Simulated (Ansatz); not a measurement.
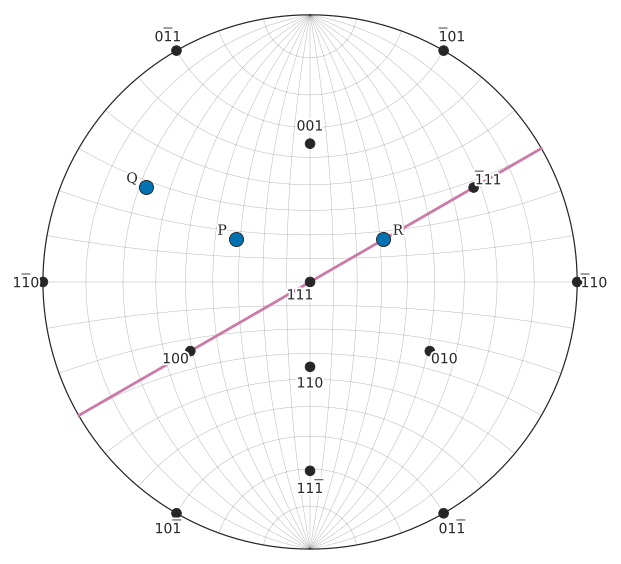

Crystal: TiO2, the input geometry of an electronic-structure calculation (not necessarily at equilibrium); the starting structure was generated, so it need not be a known form of this composition. Stereographic projection of plane normals (upper hemisphere) centred on (1 1 1). All values are computed from the atomic coordinates in the standard setting (tolerance 0.002 Å).

a = 4.830 Å, b = 4.830 Å, c = 4.830 Å, α = 90.00°, β = 90.00°, γ = 90.00°.

Question: Index the poles marked P, Q, R.

Answer: P is (1 0 1), 35.3° from the centre; Q is (1 −1 1), 70.5° from the centre; R is (0 1 1), 35.3° from the centre.

Question: Which zone does the coloured great circle trace?

Answer: The zone [0 1 −1]: its poles satisfy k − l = 0.

Question: What is the angle between the normals of (1 1 −1) and (−1 1 1), and what are their d_hkl = 1/|g|?

Answer: 109.5°; d = 2.789 Å and 2.789 Å.
